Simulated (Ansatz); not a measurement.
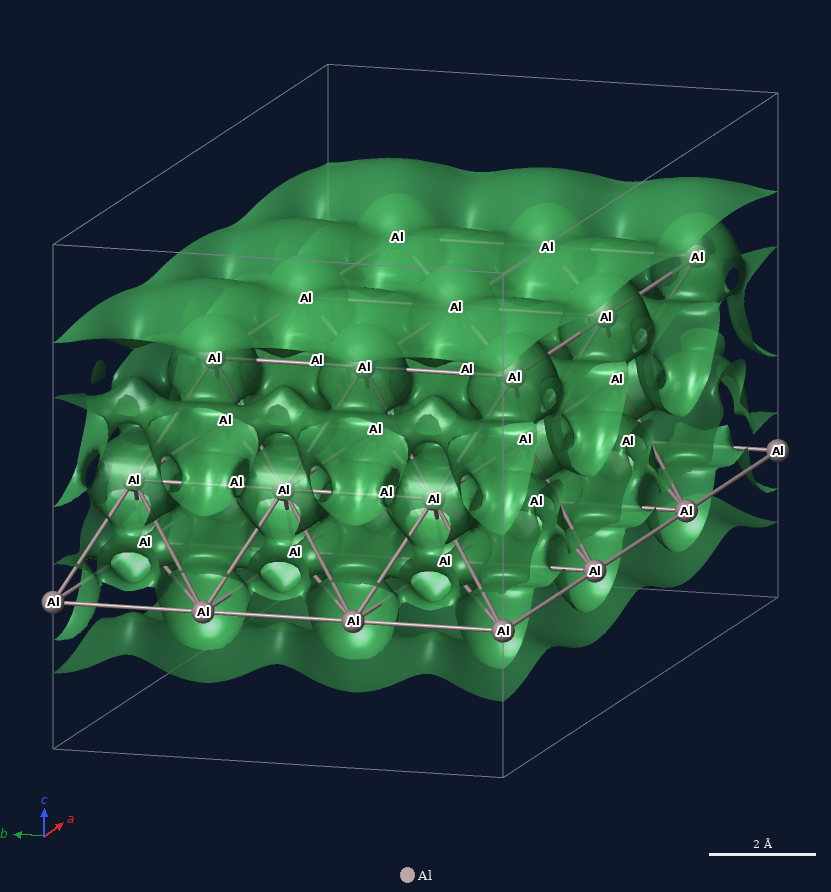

Al (slab). Isosurface of the ELF at 0.55 (green), seen at an oblique angle. Only the valence region is drawn (cores and ρ < 0.01 e/Å³ removed). Sticks mark near contacts.

Computed without spin polarisation.

Level of theory: DFT PBE, scalar-relativistic, plane waves, PAW (Ansatz 0.2.0).

Core electrons are frozen (PAW), and the valence fields are smoothed inside the atomic spheres.

### Describe the localisation domains.

The surface consists of sheets that run through the cell in two directions, counted in one cell of 27 atoms. Counts are for one cell; the picture repeats the cell along the surface. There are no localised bonds or lone pairs at this value.

Values along the shortest contacts:
Al–Al (2.83 Å): the ELF peaks at about 0.65 between the atoms.

### Does the calculation make it a metal, or give it a gap?

It is metallic or semimetallic at this level of theory: no gap opens.
